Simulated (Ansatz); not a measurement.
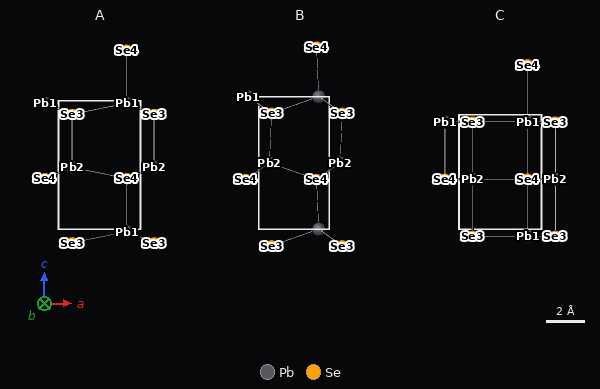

3 geometries from one relaxation of crystalline PbSe (built on the CdTe-36 type type), in shuffled order. A ball-and-stick model of the cell of the calculation, seen along the b axis.

All numbers below come from Ansatz 0.2.0, DFT, PBEsol, plane waves, PAW. Settings: plane-wave cutoff 420 eV; k-point mesh 6 × 6 × 4; occupations fermi dirac; smearing width 0.03 eV; no spin polarisation; cell and atoms relaxed; force threshold 0.01 eV/Å; at most 120 steps.

Put them in the order of the run, from the start to the converged end.

Answer. B, A, C. They are steps 0, 4, 12, at +441 meV per atom, +56.3 meV per atom relative to the last. The largest moves relative to the cell, 0.41 Å, are those of Pb1 and Pb2. Pb1 goes along [−1 1 −3]. Largest moves by element: Pb 0.41 Å, Se 0.40 Å. Cell: a = b 4.362 → 5.093 Å (+16.8 %), c 7.124 → 6.150 Å (−13.7 %), γ 119.4° → 119.0°. Volume +18.1 %. Among the contacts that change: Pb1–Se4 4.456 → 3.075 Å, Pb1–Se4 (another image) 2.684 → 3.075 Å, Pb1–Se3 2.665 → 2.944 Å, Pb1–Se3 (another image) 2.684 → 2.961 Å. New bonds form: Pb1–Se4 (4.46 → 3.08 Å), Pb2–Se3 (4.46 → 3.08 Å). Bond angles that change, for instance: Se3–Pb2–Se4 114.4° → 90.0°, Pb1–Se4–Pb2 111.7° → 90.0°, Se3–Pb2–Se4 106.8° → 90.0°. The space group (tolerance 0.01 Å) goes from Cmc2_1 (No. 36) to Cmcm (No. 63). Over 10 accepted moves (12 points after the start) the energy falls by 441 meV per atom. The largest force component goes from 0.3 to 0.00038 eV/Å. The pressure goes from 15.79 to 0.00 GPa. The SCF was repeated twice at an unchanged geometry on a basis and grid sized afresh for the cell, which shifted the energy by 4.4 meV per atom at most.
